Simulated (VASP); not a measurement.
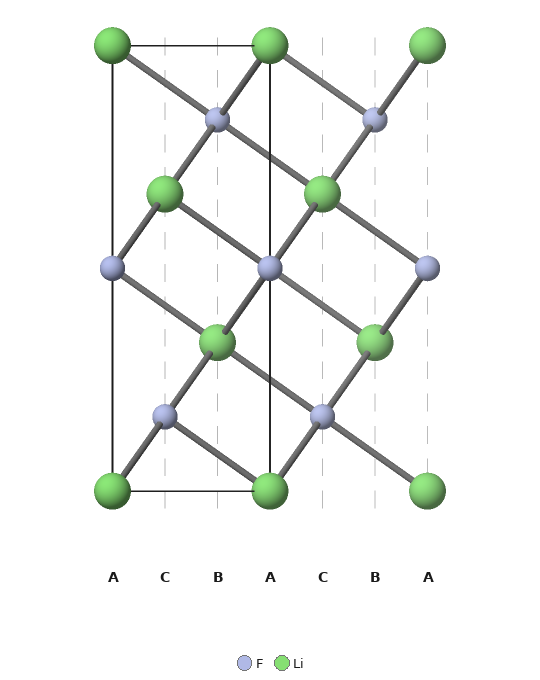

Projection along an edge of the hexagonal mesh, stacking direction [111] upwards. The dashed lines mark the three columns A (0, 0), B (1/3, 2/3) and C (2/3, 1/3). The box is the hexagonal cell of the face-centred cubic lattice. The sequence starts with the first layer at or above the cell's origin.

System LiF; source of the atomic positions: the geometry relaxed with VASP Kohn-Sham DFT of a periodic cell, BLYP with D4, VASP PAW PBE potentials, recommended in VASP 6.6.1.

**List the layers of one repeat.**

Li(A) – F(C) – Li(B) – F(A) – Li(C) – F(B) (six layers in 6.98 Å).

**How are the F layers alone stacked?**

F layers alone: CAB, the cubic close-packed type.

**Which positions between or in the F layers do the other atoms fill?**

Li: three octahedral sites (per hexagonal cell).
